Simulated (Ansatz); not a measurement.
**Two runs on PtS$_{2}$**

System: PtS$_{2}$ (P-3m1, 3 atoms in the cell).
Method of run 1: DFT, r2SCAN, plane waves, PAW, no spin polarisation (Ansatz 0.2.0).

The structure derives from an entry of the Crystallography Open Database. Text and figures count atoms from 1; the logs count them from 0 in places.

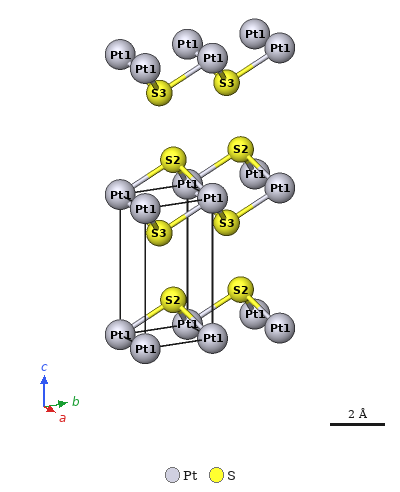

**Figure 1.** The structure as given in the input (ball-and-stick view of the cell of the calculation, repeated 1 × 2 × 2, seen slightly off an axis; atoms are numbered from 1 in the order of the input). An atom can appear more than once, as a periodic image. Near neighbours in the periodic cell (some may lie outside the picture): Pt has 6 S at 2.39 Å; S has 3 Pt at 2.39 Å.

**Input, run 1**
```yaml
crystal:
  lattice:
    - [3.5498458239, 0.0, 0.0]
    - [-1.774922912, 3.074256663, 0.0]
    - [0.0, 0.0, 5.2705905807]
  atoms:
    - { symbol: Pt, position: [0.0, 0.0, 0.0] }
    - { symbol: S, position: [0.3333333333, 0.6666666667, 0.2328729779] }
    - { symbol: S, position: [0.6666666667, 0.3333333333, 0.7671270221] }
basis:
  ecutwfc: 500
kpoints:
  mp_grid: { grid: [12, 12, 6] }
hamiltonian:
  xc: r2scan
scf:
  occupations: { method: gaussian, width: 0.02 }
output:
  forces: true
  eigenvalues: true
  stress: true
accuracy: high
```

Command:
```bash
ansatz run input.yaml --threads 1 --pin off --max-ram 2560MiB --backend cpu --events-out ev --progress --plain --runs-dir out
```

Hardware: 1 thread of Arm Neoverse V2, 24 GiB of memory available, shared host.

**Output, shortened to warnings, some set-up lines, iterations and results (run 1)**
```
Basis set: ecut = 500 eV, 1507 PW (Γ), exchange–correlation on 150×150×225 points (125 copies of the dense FFT grid, shifted against one another)
Symmetry: 12 space group operations
k-points: 100 of 864
Initial density: superposition of atomic densities (neutral atoms: chi_scale 0, normalization atom), corrected by the library's trained network
[...]
SCF iter   1: F=—  HF=-14349.725713 eV  |F-HF|=—  |Δ(HF+E_count)|=         —  Δρ=8.60e-3  dr2=4.08e-2  dr2_τ=8.59e-2  ethr=1.77e-3  ⟨swp⟩=6.0  Hψ=10249  notcnv=0
SCF iter   2: F=—  HF=-14349.759070 eV  |F-HF|=—  |Δ(HF+E_count)|=   3.34e-2  Δρ=5.01e-3  dr2=5.39e-3  dr2_τ=2.49e-3  ethr=1.36e-4  ⟨swp⟩=2.2  Hψ=4009  notcnv=0
SCF iter   3: F=—  HF=-14349.759818 eV  |F-HF|=—  |Δ(HF+E_count)|=   7.48e-4  Δρ=2.80e-3  dr2=1.48e-3  dr2_τ=1.01e-4  ethr=1.80e-5  ⟨swp⟩=2.0  Hψ=2114  notcnv=0
SCF iter   4: F=—  HF=-14349.760296 eV  |F-HF|=—  |Δ(HF+E_count)|=   4.78e-4  Δρ=2.63e-4  dr2=2.60e-5  dr2_τ=2.39e-6  ethr=4.93e-6  ⟨swp⟩=3.0  Hψ=3178  notcnv=0
SCF iter   5: F=—  HF=-14349.760306 eV  |F-HF|=—  |Δ(HF+E_count)|=   9.60e-6  Δρ=6.13e-5  dr2=2.53e-6  dr2_τ=2.52e-7  ethr=8.67e-8  ⟨swp⟩=2.5  Hψ=3381  notcnv=0
SCF iter   6: F=-14349.760306 eV  HF=-14349.760306 eV  |F-HF|=5.88e-8  |Δ(HF+E_count)|=   8.98e-7  Δρ=1.24e-5  dr2=9.14e-8  dr2_τ=5.46e-9  ethr=3.33e-10  ⟨swp⟩=3.1  Hψ=8416  …
SCF iter   7: F=—  HF=-14349.760306 eV  |F-HF|=—  |Δ(HF+E_count)|=   6.76e-8  Δρ=2.48e-6  dr2=3.53e-9  dr2_τ=1.80e-10  ethr=3.05e-10  ⟨swp⟩=2.0  Hψ=2973  notcnv=0
SCF iter   8: F=—  HF=-14349.760306 eV  |F-HF|=—  |Δ(HF+E_count)|=   2.50e-9  Δρ=6.37e-7  dr2=2.26e-10  dr2_τ=1.74e-11  ethr=1.18e-11  ⟨swp⟩=2.0  Hψ=3000  notcnv=0
SCF iter   9: F=-14349.760306 eV  HF=-14349.760306 eV  |F-HF|=7.28e-12  |Δ(HF+E_count)|=  9.64e-11  Δρ=1.22e-7  dr2=1.74e-11  dr2_τ=1.36e-12  ethr=1.00e-12  ⟨swp⟩=6.0  …
SCF 1 converged in 9 iterations: F = -14349.760306 eV  dr2 = 1.74e-11
SCF converged after 9 iterations
Free energy (F): -14349.760306 eV
Harris-Foulkes:  -14349.760306 eV  (|F-HF|=7.28e-12)
Internal energy: -14349.760306 eV  (E = F + TS)
E sigma→0 (E₀):  -14349.760306 eV
Fermi energy:    10.300945 eV
--- Per-component energies (eV) ---
  E_band       = -363.909755
  E_kinetic    = 849.447976
  E_local      = -3233.113677  (includes V_loc(G=0)·N_el)
  E_nonlocal   = 256.688480
  E_hartree    = 1282.889744
  E_xc         = -433.380046
  E_vxc        = -526.417423  (∫ρ·V_xc dr)
  E_paw        = -10697.892574  (= ΣΔE_a)
  E_vpaw       = -306.767778  (= ΣTr[D̂ρ^β])
  E_aug_tail   = 0.000153  (compensation charges beyond the density's cutoff)
  E_vtau       = 30.472784  (kinetic-family band-sum trace: ∫τ·v_τ [+ j·A + Jᵃ·Aᵃ] dr)
  E_ewald      = -2373.949334
  E_core_change = -0.451028  (= ΣΔE_core)
  E_smearing   = -0.000000  (= −TS)
  E_closure    = 0.000000  (closes the sum)
  Σ components = -14349.760306   (vs F -14349.760306, Δ=0.00e0)
--- Forces (eV/Å), atoms counted from 1 ---
  atom   1  Pt     0.00000000     0.00000000     0.00000000
  atom   2  S      0.00000000    -0.00000000    -0.00090764
  atom   3  S     -0.00000000     0.00000000     0.00090764
  max |Σ_I F_I| component: 1.05e-30 eV/Å
--- Stress (GPa, compression-positive) ---
        0.953394      -0.000000       0.000000
        0.000000       0.953394      -0.000000
        0.000000       0.000000       0.981227
  P = ⅓ Tr σ = 0.9627 GPa (9.627 kbar)
```

The input of run 2 differs as follows (lines with − go, lines with + come):
```diff
-    - [3.5498458239, 0.0, 0.0]
-    - [-1.774922912, 3.074256663, 0.0]
-    - [0.0, 0.0, 5.2705905807]
+    - [3.5478362341, 0.0, 0.0]
+    - [-1.7739181171, 3.0725163072, 0.0]
+    - [0.0, 0.0, 5.9501668774]
-    - { symbol: S, position: [0.3333333333, 0.6666666667, 0.2328729779] }
-    - { symbol: S, position: [0.6666666667, 0.3333333333, 0.7671270221] }
+    - { symbol: S, position: [0.3333333333, 0.6666666667, 0.207740963] }
+    - { symbol: S, position: [0.6666666667, 0.3333333333, 0.792259037] }
+  initial_density: { chi_scale: 0.3 }
-accuracy: high
```

Predict how the results change.

With the same functional and potentials, run 2 lies 1.6 meV per atom lower (other lines of the input change too). The gap on the mesh goes from 0.99 to 1.49 eV. The pressure goes from 0.96 to −0.45 GPa. The volume per atom goes from 19.17 to 21.62 Å³. The SCF takes 8 iterations against 9. The plane waves at Γ go from 1507 to 1677. The two runs start from different initial densities, which also moves the count.

**Output, shortened to warnings, some set-up lines, iterations and results (run 2)**
```
Basis set: ecut = 500 eV, 1677 PW (Γ), exchange–correlation on 108×108×180 points (64 copies of the dense FFT grid, shifted against one another)
Symmetry: 12 space group operations
k-points: 100 of 864
Initial density: superposition of atomic densities (chi_scale 0.3, normalization cell, long waves kept (reshape's long-wave potential 0.13 eV rms))
[...]
SCF iter   1: F=—  HF=-14349.755480 eV  |F-HF|=—  |Δ(HF+E_count)|=         —  Δρ=5.06e-2  dr2=1.12e0  dr2_τ=9.46e-2  ethr=3.10e-3  ⟨swp⟩=6.1  Hψ=10319  notcnv=0
SCF iter   2: F=—  HF=-14349.751749 eV  |F-HF|=—  |Δ(HF+E_count)|=   3.73e-3  Δρ=3.22e-2  dr2=2.87e-1  dr2_τ=2.45e-2  ethr=3.10e-3  ⟨swp⟩=2.0  Hψ=3100  notcnv=0
SCF iter   3: F=—  HF=-14349.772572 eV  |F-HF|=—  |Δ(HF+E_count)|=   2.08e-2  Δρ=9.84e-3  dr2=9.05e-2  dr2_τ=1.86e-2  ethr=9.55e-4  ⟨swp⟩=2.3  Hψ=3233  notcnv=0
SCF iter   4: F=—  HF=-14349.763917 eV  |F-HF|=—  |Δ(HF+E_count)|=   8.66e-3  Δρ=2.03e-3  dr2=2.86e-3  dr2_τ=5.32e-5  ethr=3.02e-4  ⟨swp⟩=2.2  Hψ=2696  notcnv=0
SCF iter   5: F=—  HF=-14349.764938 eV  |F-HF|=—  |Δ(HF+E_count)|=   1.02e-3  Δρ=3.62e-4  dr2=1.87e-4  dr2_τ=6.58e-6  ethr=9.53e-6  ⟨swp⟩=2.1  Hψ=3588  notcnv=0
SCF iter   6: F=—  HF=-14349.765013 eV  |F-HF|=—  |Δ(HF+E_count)|=   7.53e-5  Δρ=1.27e-4  dr2=8.53e-6  dr2_τ=9.74e-7  ethr=6.24e-7  ⟨swp⟩=2.0  Hψ=2942  notcnv=0
SCF iter   7: F=—  HF=-14349.765021 eV  |F-HF|=—  |Δ(HF+E_count)|=   7.94e-6  Δρ=2.50e-5  dr2=5.90e-7  dr2_τ=1.45e-8  ethr=2.84e-8  ⟨swp⟩=2.1  Hψ=2924  notcnv=0
SCF iter   8: F=-14349.765022 eV  HF=-14349.765022 eV  |F-HF|=1.36e-8  |Δ(HF+E_count)|=   5.78e-7  Δρ=5.26e-6  dr2=2.95e-8  dr2_τ=6.86e-10  ethr=3.33e-10  ⟨swp⟩=6.4  Hψ=9108  …
SCF 1 converged in 8 iterations: F = -14349.765022 eV  dr2 = 2.95e-8
SCF converged after 8 iterations
Free energy (F): -14349.765022 eV
Harris-Foulkes:  -14349.765022 eV  (|F-HF|=1.36e-8)
Internal energy: -14349.765022 eV  (E = F + TS)
E sigma→0 (E₀):  -14349.765022 eV
Fermi energy:    8.295692 eV
--- Per-component energies (eV) ---
  E_band       = -416.644561
  E_kinetic    = 848.572906
  E_local      = -3818.626719  (includes V_loc(G=0)·N_el)
  E_nonlocal   = 256.594962
  E_hartree    = 1549.424267
  E_xc         = -432.914416
  E_vxc        = -525.929151  (∫ρ·V_xc dr)
  E_paw        = -10697.855303  (= ΣΔE_a)
  E_vpaw       = -306.713755  (= ΣTr[D̂ρ^β])
  E_aug_tail   = 0.000152  (compensation charges beyond the density's cutoff)
  E_vtau       = 30.614751  (kinetic-family band-sum trace: ∫τ·v_τ [+ j·A + Jᵃ·Aᵃ] dr)
  E_ewald      = -2054.509843
  E_core_change = -0.451028  (= ΣΔE_core)
  E_smearing   = -0.000000  (= −TS)
  E_closure    = -0.000000  (closes the sum)
  Σ components = -14349.765022   (vs F -14349.765022, Δ=0.00e0)
--- Forces (eV/Å), atoms counted from 1 ---
  atom   1  Pt     0.00000000     0.00000000    -0.00000000
  atom   2  S     -0.00000000     0.00000000    -0.00223496
  atom   3  S      0.00000000    -0.00000000     0.00223496
  max |Σ_I F_I| component: 5.27e-31 eV/Å
--- Stress (GPa, compression-positive) ---
       -0.466684      -0.000000      -0.000000
       -0.000000      -0.466684       0.000000
       -0.000000       0.000000      -0.411856
  P = ⅓ Tr σ = -0.4484 GPa (-4.484 kbar)
```

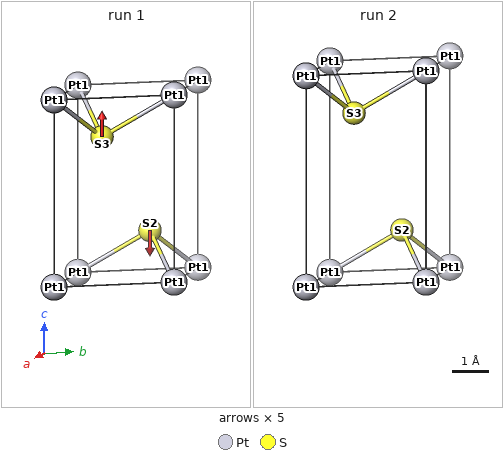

**Figure 2.** The two input geometries at one scale (ball-and-stick view of the cell of the calculation, seen slightly off an axis). The red arrows on the first give the shifts of the atoms relative to the cell, magnified 5 times. The largest moves relative to the cell, 0.15 Å, are those of S2 and S3. Pt stays in place. The drawn cell changes as follows: a = b 3.550 → 3.548 Å (−0.1 %), c 5.271 → 5.950 Å (+12.9 %); the volume changes by +12.8 %.

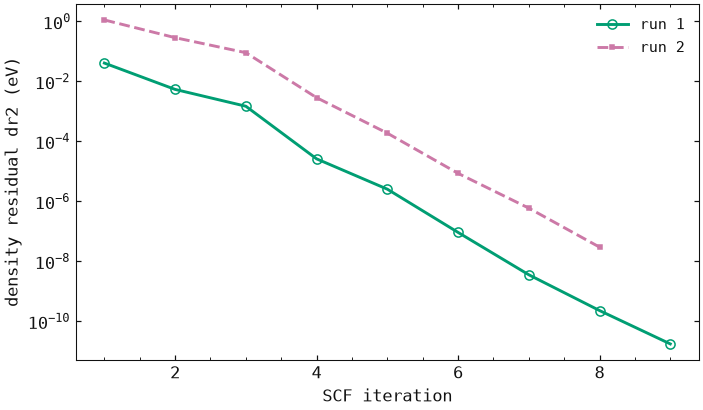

**Figure 3.** Convergence of the two runs: density residual dr2 against the SCF iteration. Run 1 takes 9 iterations in all, and run 2 takes 8.

**The two runs side by side**

```csv
quantity,run 1,run 2
outcome,converged,converged
free energy per atom (eV),−4783.2534,−4783.2550
gap on the mesh (eV),0.99,1.49
pressure (GPa),0.96,−0.45
volume per atom (Å³),19.17,21.62
largest force (eV/Å),0.001,0.002
SCF iterations,9,8
irreducible k-points,100,100
plane waves at Γ,1507,1677
wall time (shared host),16 s,14 s
```

For both runs: Spin–orbit coupling is left out, which matters for Pt.
